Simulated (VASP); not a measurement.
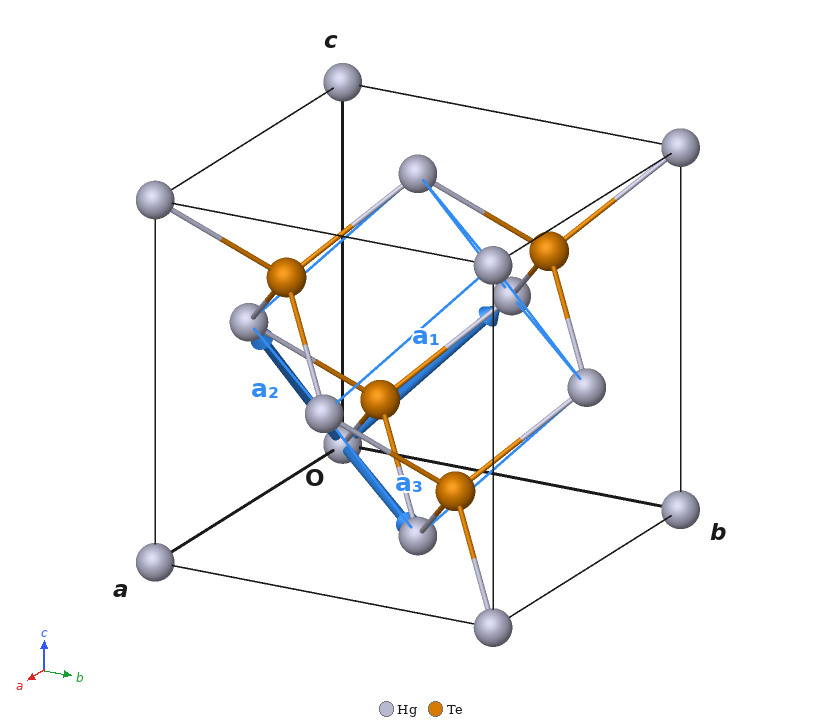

For HgTe, coordinates from a relaxation with VASP, VASP Kohn-Sham DFT of a periodic cell, PBE with D3, VASP PAW PBE potentials, recommended: the conventional cell (thin) and a primitive cell (coloured, vectors a₁, a₂, a₃). Geometry calculated from the standardised cell; symmetry tolerance 0.002 Å.

a = 6.551 Å, b = 6.551 Å, c = 6.551 Å, α = 90.00°, β = 90.00°, γ = 90.00°.

What is the centring, and how are the primitive vectors built?

Answer. F, face-centred cubic, with lattice points at (0, 0, 0), (1/2, 1/2, 0), (1/2, 0, 1/2), (0, 1/2, 1/2). a₁ = 1/2 b + 1/2 c; a₂ = 1/2 a + 1/2 c; a₃ = 1/2 a + 1/2 b.

Give the primitive cell's size and content.

Answer. Edges 4.633, 4.633, 4.633 Å; angles 60.00°, 60.00°, 60.00°; volume 70.30 Å³, 1/4 of the conventional cell; 2 of its 8 atoms.
